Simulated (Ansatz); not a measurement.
**Sn$_{2}$HO$_{2}$ (slab): density, localisation and related maps**

The calculation's input:

```
crystal:
  lattice:
    - [3.8201629938, 0.0, 0.0]
    - [0.0, 3.8201629938, 0.0]
    - [0.0, 0.0, 19.4630415395]
  atoms:
    - { symbol: Sn, position: [0.75, 0.25, 0.205517724] }
    - { symbol: O, position: [0.25, 0.25, 0.2662235889] }
    - { symbol: O, position: [0.75, 0.75, 0.2662235889] }
    - { symbol: Sn, position: [0.25, 0.75, 0.3269294538] }
    - { symbol: H, position: [0.25, 0.75, 0.439964202], spin: 1.0 }
basis:
  ecutwfc: 420
kpoints:
  mp_grid: { grid: [7, 7, 1] }
hamiltonian:
  xc: pbe
  pseudopotentials: { kind: paw, azcp: { folder: soft_1 } }
  dispersion: d3bj
scf:
  occupations: { method: gaussian, width: 0.05 }
output:
  forces: true
  eigenvalues: true
  populations: true
  write_density: true
  write_potential: true
  elf: true
  volumetric_format: npy
magnetization:
  spin_polarized: true
efield:
  axis: 3
  dipole_correction: true
  ramp_width: 0.04
```

Launched as:

```sh
ansatz run input.yaml --threads 1 --pin off --max-ram 3072MiB --backend cpu --events-out ev --progress --plain --runs-dir out
```

A point of a scan over the structure, not its minimum; PAW files of the earlier set (soft_1); spin-polarised.

These are results of Ansatz, DFT PBE+D3(BJ), scalar-relativistic, plane waves, PAW, not measurements.

Core electrons are frozen (PAW), and the valence fields are smoothed inside the atomic spheres.

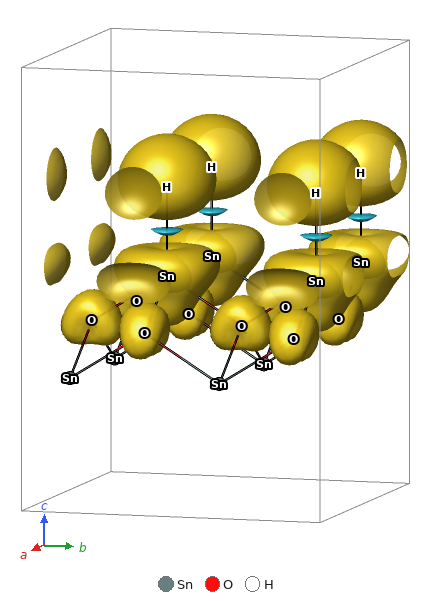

Figure 1. Isosurfaces of the spin density (up minus down) at +0.015 (yellow) and −0.015 e/Å³ (cyan), seen slightly off an axis. Sticks mark near contacts.

Which atoms carry the moments, and with what signs?

Answer. The spin density sits on H: +0.5 μB in one cell of 5 atoms, with smaller moments on Sn (up to +0.08 μB) and O (up to +0.09 μB): with much of the spin spread outside that site. The cell of the calculation (5 atoms) carries 1.0 μB of net spin moment.

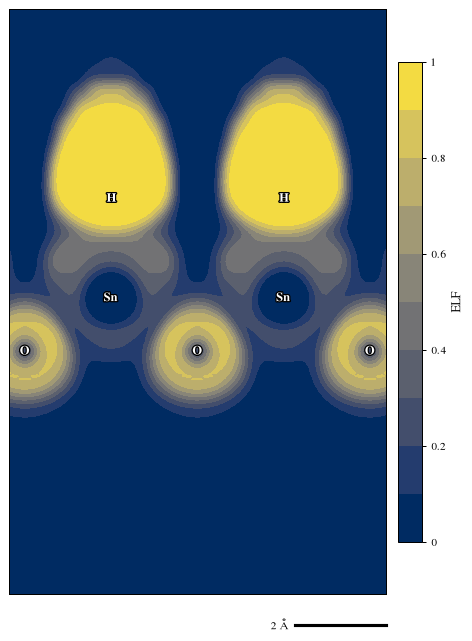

Figure 2. ELF on the (100) plane of the calculation cell, a cut from vacuum to vacuum.

What does the map show?

Answer.
- The section cuts through O, Sn and H sites.
- Sn–H (2.20 Å): the ELF climbs to about 1 towards the hydrogen.
- Sn–O (2.25 Å): the ELF peaks at about 0.85 in the valence shell of O, 0.6 Å from its nucleus, and is about 0.20 at the midpoint; no shared electron pair shows on this line.
